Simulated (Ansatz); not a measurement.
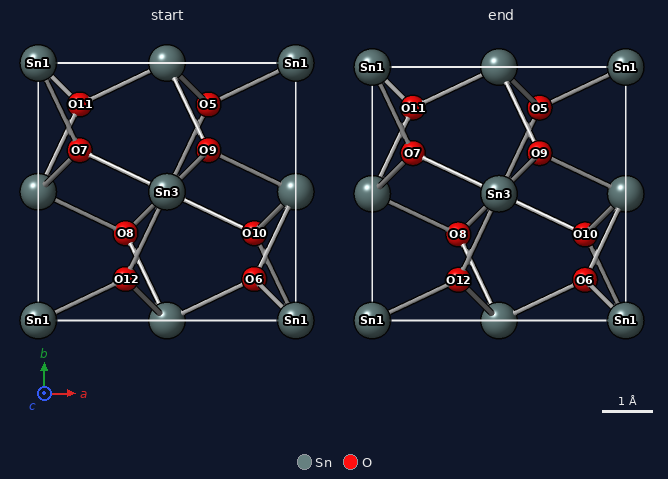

The structure of a crystal of SnO$_{2}$ (set up in Pa-3) before (left) and after (right) a relaxation, at one scale.

A ball-and-stick model of the cell of the calculation, seen along the c axis.

The run lets cell and atoms move.

All numbers below come from Ansatz, Kohn-Sham DFT of a periodic cell, PBEsol with D4, Ansatz PAW.

Input
```yaml
crystal:
  lattice:
    - [5.175256, 0.0, 0.0]
    - [0.0, 5.175256, 0.0]
    - [0.0, 0.0, 5.175256]
  atoms:
    - { symbol: Sn, position: [0.0, 0.0, 0.0] }
    - { symbol: Sn, position: [0.5, 0.0, 0.5] }
    - { symbol: Sn, position: [0.5, 0.5, 0.0] }
    - { symbol: Sn, position: [0.0, 0.5, 0.5] }
    - { symbol: O, position: [0.661098, 0.838902, 0.161098] }
    - { symbol: O, position: [0.838902, 0.161098, 0.661098] }
    - { symbol: O, position: [0.161098, 0.661098, 0.838902] }
    - { symbol: O, position: [0.338902, 0.338902, 0.338902] }
    - { symbol: O, position: [0.661098, 0.661098, 0.661098] }
    - { symbol: O, position: [0.838902, 0.338902, 0.161098] }
    - { symbol: O, position: [0.161098, 0.838902, 0.338902] }
    - { symbol: O, position: [0.338902, 0.161098, 0.838902] }
hamiltonian:
  xc: pbesol
  pseudopotentials: { kind: paw }
  dispersion: d4
kpoints:
  mp_grid: { grid: [5, 5, 5] }
scf:
  occupations: { method: fermi_dirac, width: 0.05 }
output:
  forces: true
  stress: true
  eigenvalues: true
relax:
  f_tol: 0.01
  max_steps: 40
  cell: { stress_tol: 0.05 }
```

Command:
```bash
ansatz run input.yaml --threads 4 --pin off --max-ram 11264MiB --backend cpu --events-out ev --progress --plain --runs-dir out
```

**Describe what moved and what it gained.**

The largest moves relative to the cell, 0.007 Å, are those of O atoms. Sn stays in place. Cell: a = b = c 5.175 → 5.094 Å (−1.6 %). Volume −4.6 %. Near-neighbour distances that change, for instance: O–Sn 2.113 → 2.080 Å. The space group stays Pa-3 (No. 205). Over 4 accepted moves (6 points after the start) the energy falls by 16.2 meV per atom. The largest force component goes from 0.014 to under 0.0001 eV/Å. The pressure goes from −9.27 to −0.01 GPa. The SCF was repeated twice at an unchanged geometry on a basis and grid sized afresh for the cell, which shifted the energy by 2.5 meV per atom at most.
